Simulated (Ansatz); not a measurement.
# NiSi2/ZnS/NiSi2: predicting the conductance of a thicker barrier

**Method.** Ansatz 0.2.0, plane waves with PAW datasets, PBE. Interfaces are relaxed in a short slab (with D3(BJ) where the barrier is layered), set between ideal electrode layers that go on as semi-infinite leads, and the zero-bias conductance G at 300 K comes from T(E) on a typed mesh. The error is the largest of the program's estimates from energy step, mesh, the leads' potential steps and neutrality; its separate bound for narrow resonances between the energies solved isn't counted and can be far larger. The lower electrode is NiSi2 (fluorite 111 turned by 180 degrees  type B), the upper NiSi2 (fluorite 111 turned by 180 degrees  type B) and the barrier ZnS (zinc blende 111), on a net of side 3.84 Å; d is the distance between the electrodes' last planes.

Runs in hand:

```
planes in the barrier  d (Å)  G (S/m²)  error (%)  lead step (meV)
                    4   8.81   1.44e13         19               10
                    6  11.96   2.80e12         24               10
                    8  15.11   6.71e11         40               10
                   12  21.42   3.76e10         28               10
```

Q: A further run has 14 planes, d = 24.57 Å. Fit G ∝ exp(−βd) to the rows shown and predict its conductance.

**Worked fit.** Take y = ln G: 30.30, 28.66, 27.23 and 24.35. The means are d = 14.33 Å and y = 27.64; Σ(Δd Δy) = −40.75 and Σ(Δd)² = 86.96, so the slope is −0.469 Å⁻¹ (β = 0.469 Å⁻¹). At d = 24.57 Å, y = 27.64 − 0.469 × 10.24 = 22.84, or G = 8.28e9 S/m².

**The withheld run.** The run gave 9.97e9 S/m², with an error estimate of 34 % and a lead step of 10 meV. The prediction is 0.83 times that, too low by 17 %. That lies within the runs' own error estimates, carried through the fit.

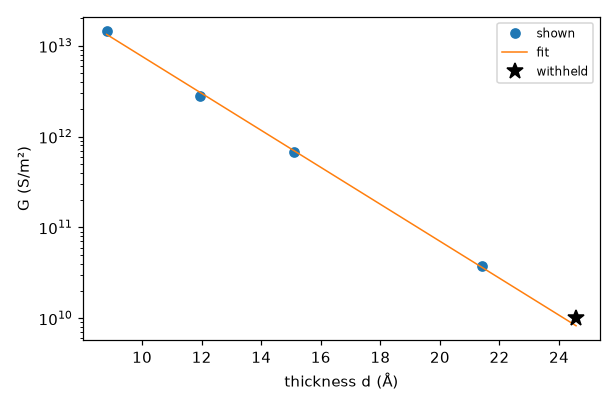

Fit and withheld run.

Caveats: The interfaces are ideal, one cell wide, strained to a common net and relaxed from one registry with their symmetry kept. PBE's gaps are too small, so true decay constants are likely larger where the Fermi level lies deep in a gap. No spin-orbit coupling, phonons, disorder or image charges enter. The rows shown are chosen by tests on error estimates (under 100 to 120 %), lead steps (under 150 meV, though the program warns over 25), intact interfaces and, for fits, a steady trend in the rows shown; the data set holds 414 series of this kind, and not all pass.

[Logs are printed without paths, hosts, clocks, repeated set-up lines and the standing remarks that a program may print on its own settings, such as how far it seeks lower states.]
